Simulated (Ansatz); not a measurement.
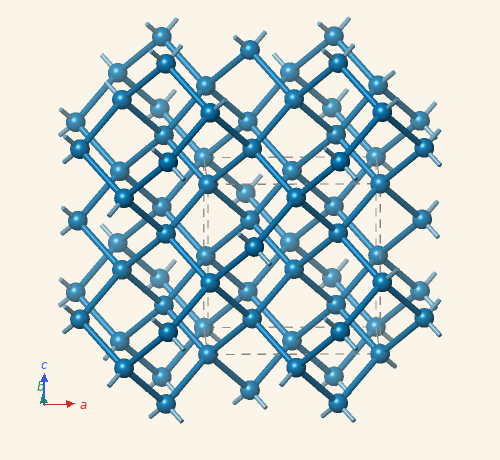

A cut-out of a periodic net derived from a crystal structure. Nodes are coloured by topological kind. Edges to nodes outside the piece are drawn as stubs.

Q: What net is this?

A: A uninodal 4-connected, three-periodic net. It is the dia net, known from diamond, zinc blende and cristobalite.

Q: Give point symbol and coordination sequence.

A: 6^6, sequence 4, 12, 24, 42.

Where the net comes from. CdTe (space group F-43m, No. 216): a calculation's input that goes back to an entry of the Crystallography Open Database (an earlier step may have relaxed or displaced it). Bonds are taken as Cd–Te below 3.2 Å; no other contact counts. The graph is simplified in the usual way: terminal and isolated atoms are pruned, two-connected atoms become edges. Cd and Te are 4-connected nodes.
